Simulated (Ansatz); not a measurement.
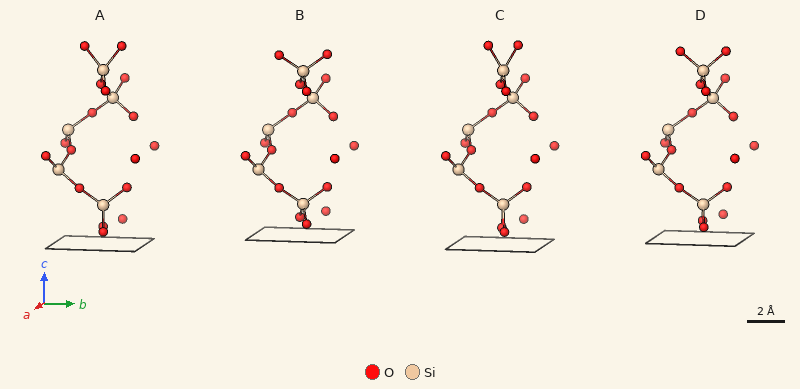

4 geometries from one relaxation of a slab of composition Si5O12 (cut from the I-42d phase), in shuffled order. Style: ball-and-stick. Shown: the cell of the calculation, outlined in the plane, without the vacuum (origin shifted), slightly off an axis.

Case: (0 0 1) slab, atoms relaxed. The slab is the (0 0 1) face of SiO2.

These are results of DFT PBE, scalar-relativistic, plane waves, PAW in Ansatz, not measurements. (plane-wave cutoff 420 eV; k-point mesh 5 × 5 × 1; occupations gaussian; smearing width 0.05 eV; no spin polarisation; dipole correction; atoms relaxed in a fixed cell; force threshold 0.02 eV/Å; at most 60 steps)

Question: Order the frames from highest to lowest energy.

Answer: B, D, A, C. They are steps 0, 2, 4, 9, at +2.429 eV per cell of the calculation, +2.081 eV per cell of the calculation, +1.200 eV per cell of the calculation relative to the last. The largest moves, 0.73 Å, are those of O atoms. By element the largest moves are O 0.73 Å, Si 0.03 Å. The cell doesn't change. Near-neighbour distances that change, for instance: O–O 2.678 → 1.642 Å, O–Si 1.626 → 1.621 Å. Bond angles that change, for instance: O–Si–O 110.9° → 60.5°, O–Si–O 108.8° → 121.4°, O–Si–O 108.8° → 119.7°. Over 8 accepted moves (9 points after the start) the energy falls by 2.429 eV per cell of the calculation. Largest force component: 0.64 eV/Å at the start, 0.017 eV/Å at the end. 1 step only repeated the SCF at the same geometry.
